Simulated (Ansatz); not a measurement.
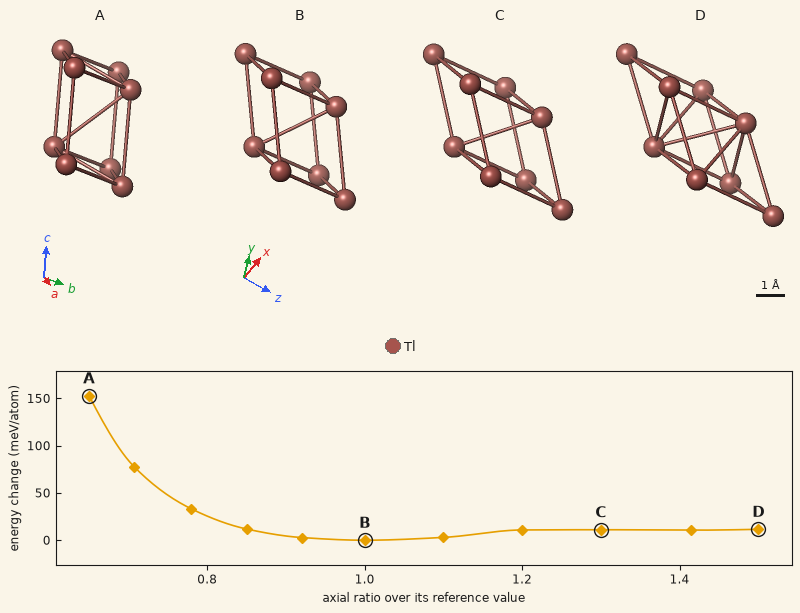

Solid Tl (Im-3m): the ratio of the cell's length along z to its lengths across, counted as 1 for the reference, is changed at fixed volume (a tetragonal or Bain path), with the atoms kept at their fractional coordinates. x, y and z are the Cartesian axes of the input. The lettered frames are marked on the plot. A ball-and-stick model of the cell of the calculation, seen slightly off an axis.

These are results of Ansatz 0.2.0, DFT PBEsol, scalar-relativistic, plane waves, PAW, not measurements. Settings: plane-wave cutoff 420 eV; k-point mesh 20 × 20 × 20; occupations gaussian; smearing width 0.15 eV; no spin polarisation. Energies (free energies at the smearing named) are counted from the cell as listed in its source, which wasn't relaxed.

Question: Describe the profile.

Answer: The lowest computed point lies at the relative ratio 1.00 (0.0 meV/atom). At the ends of the scan the energy is 152.8 meV/atom (0.65) and 11.6 meV/atom (1.50). The unrelaxed reference is under a pressure of −0.8 GPa. The distortion takes the space group from Im-3m to I4/mmm. At the relative ratio 1.50 the cell of the drawing goes a 3.362 → 3.496 Å, b 3.362 → 3.496 Å, c 3.362 → 3.496 Å, α 109.5° → 122.0°, β 109.5° → 122.0°, γ 109.5° → 86.6°.

The computed points:

```
axial ratio over its reference value  energy change (meV/atom)
                               0.650                     152.8
                               0.707                      77.9
                               0.780                      33.1
                               0.850                      11.9
                               0.920                       2.8
                               1.000                       0.0
                               1.100                       3.0
                               1.200                      10.9
                               1.300                      11.1
                               1.414                      10.6
                               1.500                      11.6
```
